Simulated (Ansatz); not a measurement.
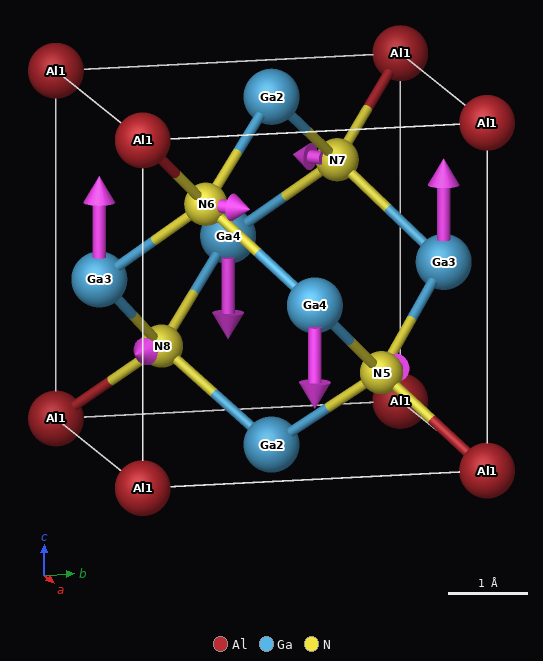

The lowest optical mode of a crystal of AlGa₃N₄ at 1.02 times its rest volume, space group P-43m (No. 215), at the zone centre. The pink arrows are the displacements of the atoms (eigenvector over the root of the mass), of arbitrary overall length and sign. A ball-and-stick model of the cell of the calculation, seen slightly off an axis.

Level of theory: DFT PBEsol, scalar-relativistic, plane waves, PAW (Ansatz 0.2.0). Settings: plane-wave cutoff 420 eV; k-point mesh 6 × 6 × 6; occupations fixed; no spin polarisation.

Frequencies are those without the non-analytic (LO–TO) term.

### Is this crystal at a minimum with respect to the drawn distortion?

Yes: this softest mode has a real frequency, and so have all others here. That speaks for this wave vector alone: the rest of the zone wasn't checked in this run. This is the T₁ mode (triply degenerate; one member of the set is drawn) at 188 cm⁻¹, the lowest optical level, silent by symmetry (neither infrared- nor Raman-active). The Al atoms stay at rest; atoms of one kind move against one another, with no net shift of any sublattice; it mainly bends the Al–N, Ga–N bonds; the kinetic energy is shared as Ga 94 %, N 6 %.
